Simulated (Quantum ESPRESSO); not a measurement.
**Run report: C, single-point calculation (part 1 of 2)**

System: C (4 atoms in the cell).
Method: Kohn-Sham DFT of a periodic cell, PBE, SSSP 1.3 efficiency PBE, no spin polarisation (Quantum ESPRESSO 7.5).

The structure was built on a prototype by a generator; it need not be a known phase.

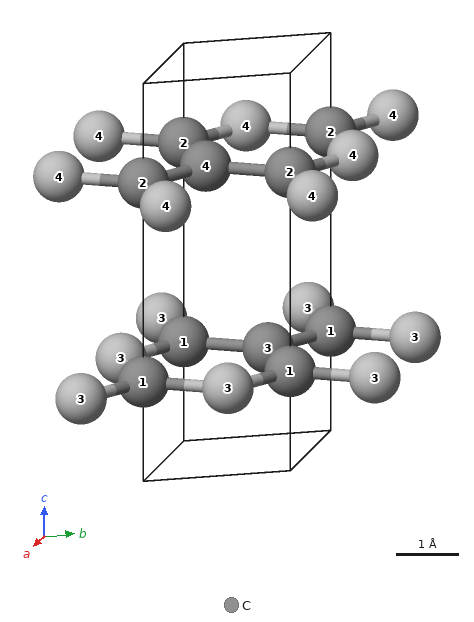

**Figure 1.** The structure as given in the input (ball-and-stick view of the cell of the calculation, seen slightly off an axis; neighbours outside the cell are drawn fainter; atoms are numbered from 1 in the order of the input).

The input
```
&CONTROL
  calculation = 'scf'
  prefix = 'pwscf'
  outdir = './tmp'
  pseudo_dir = './pseudo'
  tprnfor = .true.
  tstress = .true.
  disk_io = 'nowf'
/
&SYSTEM
  ibrav = 0
  nat = 4
  ntyp = 1
  ecutwfc = 55
  ecutrho = 440
  nbnd = 14
  occupations = 'smearing'
  smearing = 'mp'
  degauss = 0.00734986
/
&ELECTRONS
  conv_thr = 8d-10
  electron_maxstep = 120
  mixing_beta = 0.5
/
ATOMIC_SPECIES
C     12.0110 C.pbe-n-kjpaw_psl.1.0.0.UPF
CELL_PARAMETERS angstrom
   2.4610000000    0.0000000000    0.0000000000
  -1.2305000000    2.1312900000    0.0000000000
   0.0000000000    0.0000000000    6.7080000000
ATOMIC_POSITIONS crystal
C      0.0000000000    0.0000000000    0.2500000000
C      0.0000000000    0.0000000000    0.7500000000
C      0.3333333333    0.6666666667    0.2500000000
C      0.6666666667    0.3333333333    0.7500000000
K_POINTS automatic
12 12 4 0 0 0
```

Launched with:
```bash
OMP_NUM_THREADS=1 mpirun -n 4 pw.x -nk 4 -in pw.in > pw.out
```

What the program printed
```
This program is part of the open-source Quantum ESPRESSO suite
     for quantum simulation of materials; please cite
         "P. Giannozzi et al., J. Phys.:Condens. Matter 21 395502 (2009);
         "P. Giannozzi et al., J. Phys.:Condens. Matter 29 465901 (2017);
         "P. Giannozzi et al., J. Chem. Phys. 152 154105 (2020);
          URL
     in publications or presentations arising from this work. More details at

     file C.pbe-n-kjpaw_psl.1.0.0.UPF: wavefunction(s)  2S 2P renormalized
     Message from routine setup:
     using ibrav=0 with symmetry is DISCOURAGED, use correct ibrav instead

     K-points division:     npool     =       4
     Subspace diagonalization in iterative solution of the eigenvalue problem:
     a serial algorithm will be used

     G-vector sticks info
     --------------------
     sticks:   dense  smooth     PW     G-vecs:    dense   smooth      PW
     Sum         649     313    109                36997    12983    2325

     Using Slab Decomposition

     bravais-lattice index     =            0
     lattice parameter (alat)  =       4.6506  a.u.
     unit-cell volume          =     237.4345 (a.u.)^3
     number of atoms/cell      =            4
     number of atomic types    =            1
     number of electrons       =        16.00
     number of Kohn-Sham states=           14
     kinetic-energy cutoff     =      55.0000  Ry
     charge density cutoff     =     440.0000  Ry
     scf convergence threshold =      8.0E-10
     mixing beta               =       0.5000
     number of iterations used =            8  plain     mixing
     Exchange-correlation= SLA  PW   PBX  PBC
                           (   1   4   3   4   0   0   0)

     celldm(1)=   4.650616  celldm(2)=   0.000000  celldm(3)=   0.000000
     celldm(4)=   0.000000  celldm(5)=   0.000000  celldm(6)=   0.000000

     crystal axes: (cart. coord. in units of alat)
               a(1) = (   1.000000   0.000000   0.000000 )
               a(2) = (  -0.500000   0.866026   0.000000 )
               a(3) = (   0.000000   0.000000   2.725721 )

     reciprocal axes: (cart. coord. in units 2 pi/alat)
               b(1) = (  1.000000  0.577350 -0.000000 )
               b(2) = (  0.000000  1.154700  0.000000 )
               b(3) = (  0.000000 -0.000000  0.366875 )

     PseudoPot. # 1 for C  read from file:
     C.pbe-n-kjpaw_psl.1.0.0.UPF
     Pseudo is Projector augmented-wave + core cor, Zval =  4.0
     Generated using "atomic" code by A. Dal Corso  v.5.1
     Shape of augmentation charge: PSQ
     Using radial grid of 1073 points,  4 beta functions with:
                l(1) =   0
                l(2) =   0
                l(3) =   1
                l(4) =   1
     Q(r) pseudized with 0 coefficients

     atomic species   valence    mass     pseudopotential
     C                 4.00    12.01100     C ( 1.00)

     24 Sym. Ops., with inversion, found (12 have fractional translation)

   Cartesian axes

     site n.     atom                  positions (alat units)
         1        C      tau(   1) = (   0.0000000   0.0000000   0.6814303  )
         2        C      tau(   2) = (   0.0000000   0.0000000   2.0442909  )
         3        C      tau(   3) = (  -0.0000000   0.5773507   0.6814303  )
         4        C      tau(   4) = (   0.5000000   0.2886753   2.0442909  )

     number of k points=    57  Methfessel-Paxton smearing, width (Ry)=  0.0073
                       cart. coord. in units 2pi/alat
        k(    1) = (   0.0000000   0.0000000   0.0000000), wk =   0.0034722
        k(    2) = (   0.0000000   0.0000000   0.0917188), wk =   0.0069444
        k(    3) = (   0.0000000   0.0000000  -0.1834377), wk =   0.0034722
        k(    4) = (   0.0000000   0.0962250   0.0000000), wk =   0.0208333
        k(    5) = (   0.0000000   0.0962250   0.0917188), wk =   0.0416667
        k(    6) = (   0.0000000   0.0962250  -0.1834377), wk =   0.0208333
        k(    7) = (   0.0000000   0.1924500   0.0000000), wk =   0.0208333
        k(    8) = (   0.0000000   0.1924500   0.0917188), wk =   0.0416667
        k(    9) = (   0.0000000   0.1924500  -0.1834377), wk =   0.0208333
        k(   10) = (   0.0000000   0.2886749   0.0000000), wk =   0.0208333
        k(   11) = (   0.0000000   0.2886749   0.0917188), wk =   0.0416667
        k(   12) = (   0.0000000   0.2886749  -0.1834377), wk =   0.0208333
        k(   13) = (   0.0000000   0.3848999   0.0000000), wk =   0.0208333
        k(   14) = (   0.0000000   0.3848999   0.0917188), wk =   0.0416667
        k(   15) = (   0.0000000   0.3848999  -0.1834377), wk =   0.0208333
        k(   16) = (   0.0000000   0.4811249   0.0000000), wk =   0.0208333
        k(   17) = (   0.0000000   0.4811249   0.0917188), wk =   0.0416667
        k(   18) = (   0.0000000   0.4811249  -0.1834377), wk =   0.0208333
        k(   19) = (   0.0000000  -0.5773499   0.0000000), wk =   0.0104167
        k(   20) = (   0.0000000  -0.5773499   0.0917188), wk =   0.0208333
        k(   21) = (   0.0000000  -0.5773499  -0.1834377), wk =   0.0104167
        k(   22) = (   0.0833333   0.1443375   0.0000000), wk =   0.0208333
        k(   23) = (   0.0833333   0.1443375   0.0917188), wk =   0.0416667
        k(   24) = (   0.0833333   0.1443375  -0.1834377), wk =   0.0208333
        k(   25) = (   0.0833333   0.2405624   0.0000000), wk =   0.0416667
        k(   26) = (   0.0833333   0.2405624   0.0917188), wk =   0.0833333
        k(   27) = (   0.0833333   0.2405624  -0.1834377), wk =   0.0416667
        k(   28) = (   0.0833333   0.3367874   0.0000000), wk =   0.0416667
        k(   29) = (   0.0833333   0.3367874   0.0917188), wk =   0.0833333
        k(   30) = (   0.0833333   0.3367874  -0.1834377), wk =   0.0416667
        k(   31) = (   0.0833333   0.4330124   0.0000000), wk =   0.0416667
        k(   32) = (   0.0833333   0.4330124   0.0917188), wk =   0.0833333
        k(   33) = (   0.0833333   0.4330124  -0.1834377), wk =   0.0416667
        k(   34) = (   0.0833333   0.5292374   0.0000000), wk =   0.0416667
        k(   35) = (   0.0833333   0.5292374   0.0917188), wk =   0.0833333
        k(   36) = (   0.0833333   0.5292374  -0.1834377), wk =   0.0416667
        k(   37) = (   0.1666667   0.2886749   0.0000000), wk =   0.0208333
        k(   38) = (   0.1666667   0.2886749   0.0917188), wk =   0.0416667
        k(   39) = (   0.1666667   0.2886749  -0.1834377), wk =   0.0208333
        k(   40) = (   0.1666667   0.3848999   0.0000000), wk =   0.0416667
        k(   41) = (   0.1666667   0.3848999   0.0917188), wk =   0.0833333
        k(   42) = (   0.1666667   0.3848999  -0.1834377), wk =   0.0416667
        k(   43) = (   0.1666667   0.4811249   0.0000000), wk =   0.0416667
        k(   44) = (   0.1666667   0.4811249   0.0917188), wk =   0.0833333
        k(   45) = (   0.1666667   0.4811249  -0.1834377), wk =   0.0416667
        k(   46) = (   0.1666667   0.5773499   0.0000000), wk =   0.0208333
        k(   47) = (   0.1666667   0.5773499   0.0917188), wk =   0.0416667
        k(   48) = (   0.1666667   0.5773499  -0.1834377), wk =   0.0208333
        k(   49) = (   0.2500000   0.4330124   0.0000000), wk =   0.0208333
        k(   50) = (   0.2500000   0.4330124   0.0917188), wk =   0.0416667
        k(   51) = (   0.2500000   0.4330124  -0.1834377), wk =   0.0208333
        k(   52) = (   0.2500000   0.5292374   0.0000000), wk =   0.0416667
        k(   53) = (   0.2500000   0.5292374   0.0917188), wk =   0.0833333
        k(   54) = (   0.2500000   0.5292374  -0.1834377), wk =   0.0416667
        k(   55) = (   0.3333333   0.5773499   0.0000000), wk =   0.0069444
        k(   56) = (   0.3333333   0.5773499   0.0917188), wk =   0.0138889
        k(   57) = (   0.3333333   0.5773499  -0.1834377), wk =   0.0069444

     Dense  grid:    36997 G-vectors     FFT dimensions: (  32,  32,  90)

     Smooth grid:    12983 G-vectors     FFT dimensions: (  24,  24,  60)

     Check: negative core charge=   -0.000002

     Initial potential from superposition of free atoms

     starting charge      15.9998, renormalised to      16.0000
     Starting wfcs are   16 randomized atomic wfcs
     Checking if some PAW data can be deallocated...

     Self-consistent Calculation

     iteration #  1     ecut=    55.00 Ry     beta= 0.50
     Davidson diagonalization with overlap
     ethr =  1.00E-02,  avg # of iterations =  4.1

     total energy              =     -73.75900070 Ry
     estimated scf accuracy    <       0.37201459 Ry

     iteration #  2     ecut=    55.00 Ry     beta= 0.50
     Davidson diagonalization with overlap
     ethr =  2.33E-03,  avg # of iterations =  2.0

     total energy              =     -73.76360732 Ry
     estimated scf accuracy    <       0.03880285 Ry

     iteration #  3     ecut=    55.00 Ry     beta= 0.50
     Davidson diagonalization with overlap
     ethr =  2.43E-04,  avg # of iterations =  3.3

     total energy              =     -73.76988449 Ry
     estimated scf accuracy    <       0.00106559 Ry

     iteration #  4     ecut=    55.00 Ry     beta= 0.50
     Davidson diagonalization with overlap
     ethr =  6.66E-06,  avg # of iterations =  7.0

     total energy              =     -73.76994996 Ry
     estimated scf accuracy    <       0.00019711 Ry

     iteration #  5     ecut=    55.00 Ry     beta= 0.50
     Davidson diagonalization with overlap
     ethr =  1.23E-06,  avg # of iterations =  2.8

     total energy              =     -73.76998471 Ry
     estimated scf accuracy    <       0.00000139 Ry

     iteration #  6     ecut=    55.00 Ry     beta= 0.50
     Davidson diagonalization with overlap
     ethr =  8.67E-09,  avg # of iterations =  2.3

     total energy              =     -73.76998493 Ry
     estimated scf accuracy    <       0.00000047 Ry

     iteration #  7     ecut=    55.00 Ry     beta= 0.50
     Davidson diagonalization with overlap
     ethr =  2.96E-09,  avg # of iterations =  2.0

     total energy              =     -73.76998504 Ry
     estimated scf accuracy    <       0.00000001 Ry

     iteration #  8     ecut=    55.00 Ry     beta= 0.50
     Davidson diagonalization with overlap
     ethr =  7.37E-11,  avg # of iterations =  2.1

     End of self-consistent calculation

          k = 0.0000 0.0000 0.0000 (  1637 PWs)   bands (ev):

   -12.6490 -12.3491  -1.5025   0.4644   4.0254   4.0254   4.0437   4.0437
    11.3178  15.4256  15.4257  15.4776  15.4777  17.6011

          k = 0.0000 0.0000 0.0917 (  1668 PWs)   bands (ev):

   -12.6075 -12.3956  -1.2564   0.1196   4.0280   4.0280   4.0409   4.0409
    12.0626  15.4329  15.4330  15.4697  15.4697  16.2825

          k = 0.0000 0.0000-0.1834 (  1674 PWs)   bands (ev):

   -12.5040 -12.5040  -0.6153  -0.6153   4.0345   4.0345   4.0345   4.0345
    13.9588  13.9588  15.4511  15.4511  15.4511  15.4511

          k = 0.0000 0.0962 0.0000 (  1655 PWs)   bands (ev):

   -12.4829 -12.1860  -1.3004   0.6534   3.3648   3.3983   3.6796   3.7077
    11.5183  15.4783  15.5627  16.1250  16.1765  17.7390

          k = 0.0000 0.0962 0.0917 (  1667 PWs)   bands (ev):

   -12.4418 -12.2320  -1.0558   0.3112   3.3697   3.3933   3.6837   3.7036
    12.2570  15.4771  15.5519  16.1322  16.1687  16.4661

          k = 0.0000 0.0962-0.1834 (  1662 PWs)   bands (ev):

   -12.3394 -12.3394  -0.4186  -0.4186   3.3815   3.3815   3.6936   3.6936
    14.1320  14.1320  15.5341  15.5341  16.1502  16.1502

          k = 0.0000 0.1924 0.0000 (  1649 PWs)   bands (ev):

   -11.9865 -11.6986  -0.6984   1.2139   1.7055   1.7696   2.8757   2.9160
    12.1215  15.3828  15.5657  16.2747  16.6599  17.9783

          k = 0.0000 0.1924 0.0917 (  1649 PWs)   bands (ev):

   -11.9466 -11.7431  -0.4584   0.8801   1.7149   1.7602   2.8816   2.9100
    12.8397  15.3843  15.5376  16.3338  16.5773  17.0334

          k = 0.0000 0.1924-0.1834 (  1658 PWs)   bands (ev):

   -11.8472 -11.8472   0.1662   0.1662   1.7375   1.7375   2.8958   2.8958
    14.6279  14.6279  15.5268  15.5268  16.5021  16.5021

          k = 0.0000 0.2887 0.0000 (  1630 PWs)   bands (ev):

   -11.1657 -10.8924  -0.4187  -0.3197   0.2879   1.9865   2.0343   2.1215
    13.1210  14.0340  14.6723  15.0571  15.3485  18.9215

          k = 0.0000 0.2887 0.0917 (  1641 PWs)   bands (ev):
```
